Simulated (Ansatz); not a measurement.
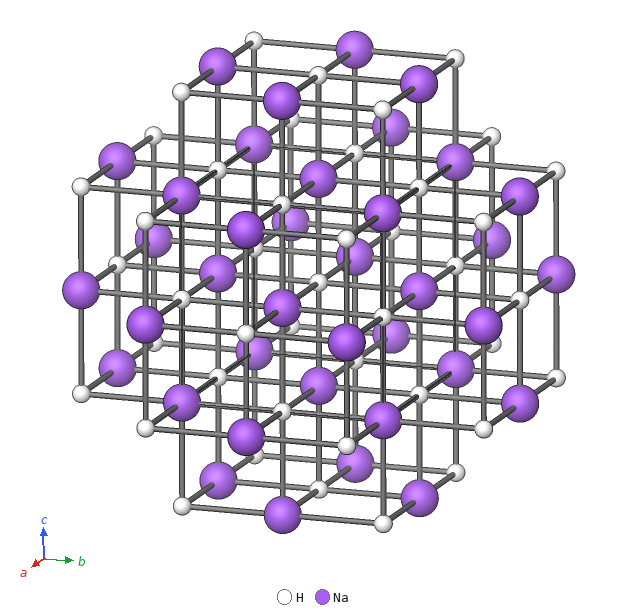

Ball-and-stick drawing of the structure, looking slightly off an axis. The drawn cell (a repeat of the simulation cell) is outlined; an atom on or near a face, edge or corner is repeated at each equivalent position. Bonded atoms from the next cells complete the picture.

NaH, a = 4.783 Å, b = 4.783 Å, c = 4.783 Å, α = 89.72°, β = 89.72°, γ = 89.72°. Strictly the space group is R-3m (No. 166, within 0.01 Å). It is a distorted form of a face-centred cubic structure, space group Fm-3m (No. 225) within 0.25 Å: rock salt (NaCl type). The cell started as a structure type filled with these elements by a generator (whether the compound takes this form wasn't checked). The cell was then strained or its atoms displaced on purpose. It was run through Ansatz as a DFT input.

This one geometry was computed with Ansatz (DFT, plane waves, PAW) at three levels of theory: PBE, r2SCAN and HSE06. It was relaxed with r2SCAN and then strained.

How does the band gap change with the level of theory?

PBE: a gap of 3.77 eV, indirect; r2SCAN: a gap of 4.37 eV, indirect; HSE06: a gap of 4.82 eV, indirect.

Collect the results in a table.

| level | cutoff (eV) | k-mesh of the run's cell | gap (eV) | pressure (GPa) |
| --- | --- | --- | --- | --- |
| PBE | 420 | 10×10×10 | 3.77 | 0.8 |
| r2SCAN | 500 | 10×10×10 | 4.37 | 0.2 |
| HSE06 | 420 | 6×6×6 | 4.82 | 0.4 |

Gaps are taken on the k-mesh or band path of each run.
